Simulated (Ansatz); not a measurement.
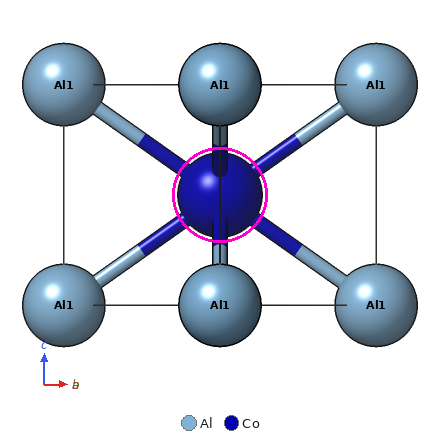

The system is AlCo (Pm-3m, No. 221; 2 atoms in the cell); the picture shows the reference structure. Atom Co2 is moved over a plane while all other atoms and the cell stay fixed (its periodic images move with it) (x, y and z along the cube axes). Coordinates scanned: (1) shift of Co2 along the Cartesian direction [1 1 0]; (2) shift of Co2 along z. The scan uses a 5 × 5 grid; 9 points were computed and 16 follow by symmetry. Points are written as (first, second). Energies: meV per cell, counted from the lowest grid point. The reference cell is the one listed in the database, not relaxed at this level. Computed with DFT PBE, scalar-relativistic, plane waves, PAW (Ansatz). Settings: cutoff 420 eV, k-mesh 16×16×16, gaussian smearing 0.15 eV, spin-polarised.

Its coordinates:

```yaml
crystal:
  lattice:
    - [2.81940, 0.00000, 0.00000]
    - [0.00000, 2.81940, 0.00000]
    - [0.00000, 0.00000, 2.81940]
  atoms:
    - { symbol: Al, position: [0.00000, 0.00000, 0.00000] }
    - { symbol: Co, position: [0.50000, 0.50000, 0.50000] }
```

Range: shift of Co2 along the Cartesian direction [1 1 0] from −0.2 to 0.2 Å; shift of Co2 along z from −0.2 to 0.2 Å.

**What will the energy surface look like?**

The lowest grid point is at (0.0 Å, 0.0 Å). No other kind of well shows on this grid. The highest grid point, (−0.2 Å, −0.2 Å), lies 353 meV above the lowest. Near the minimum the well is nearly round, with a curvature of about 8.2 eV/Å².

| second ↓, first → | −0.2 | −0.1 | 0.0 | 0.1 | 0.2 |
| --- | --- | --- | --- | --- | --- |
| 0.2 | 353 | 210 | 164 | 210 | 353 |
| 0.1 | 215 | 83 | 41 | 83 | 215 |
| 0.0 | 169 | 41 | 0 | 41 | 169 |
| −0.1 | 215 | 83 | 41 | 83 | 215 |
| −0.2 | 353 | 210 | 164 | 210 | 353 |

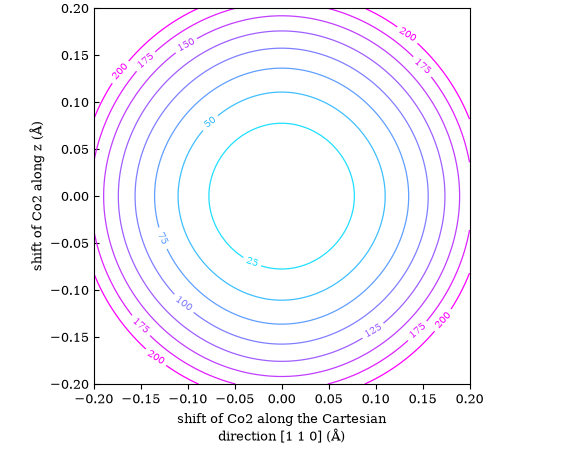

In the figure: contour lines labelled in meV (none above 200). Between grid points the surface is interpolated.
